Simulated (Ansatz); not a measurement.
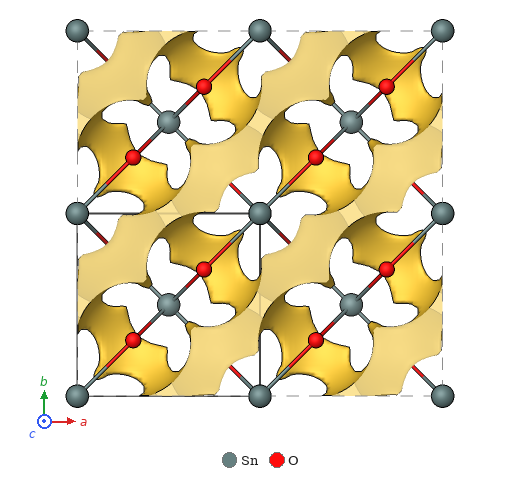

The yellow surface encloses the points that the centre of a probe sphere of radius 0.25 Å can occupy in SnO$_{2}$ (P4_2/mnm, No. 136), computed on a grid of about 0.13 Å (2×2×2 cells shown, view along the c axis; pale faces close the region where the box cuts it).

Atoms are hard spheres with Shannon crystal radii (six-coordinate where tabulated): Sn 0.83 Å, O 1.26 Å.

Origin of the cell: coordinates from a relaxation with DFT, PBEsol, plane waves, PAW (Ansatz 0.2.0).

```
CELL_PARAMETERS angstrom
4.76923 0.00000 0.00000
0.00000 4.76923 0.00000
0.00000 0.00000 3.21200
ATOMIC_POSITIONS crystal
Sn 0.00000 0.00000 0.00000
Sn 0.50000 0.50000 0.50000
O 0.30627 0.30627 0.00000
O 0.19373 0.80627 0.50000
O 0.69373 0.69373 0.00000
O 0.80627 0.19373 0.50000
```

Is the space open to the probe made of pockets or channels?

Where they connect, they form a three-dimensional network.

What share of the cell can the probe's centre reach?

About 16 % of the volume (12 Å³ of 73.1 Å³).

Give the largest included and the largest free sphere.

The largest sphere that fits anywhere has a diameter of 1.29 Å; the largest that can travel through the crystal, about 1.1 Å.

How does the connectivity change as the probe shrinks?

Below a radius of about 0.55 Å the space forms one-dimensional channels along [001]. Below a radius of about 0.49 Å the space forms a three-dimensional network. These are grid estimates, good to about 0.05 Å.
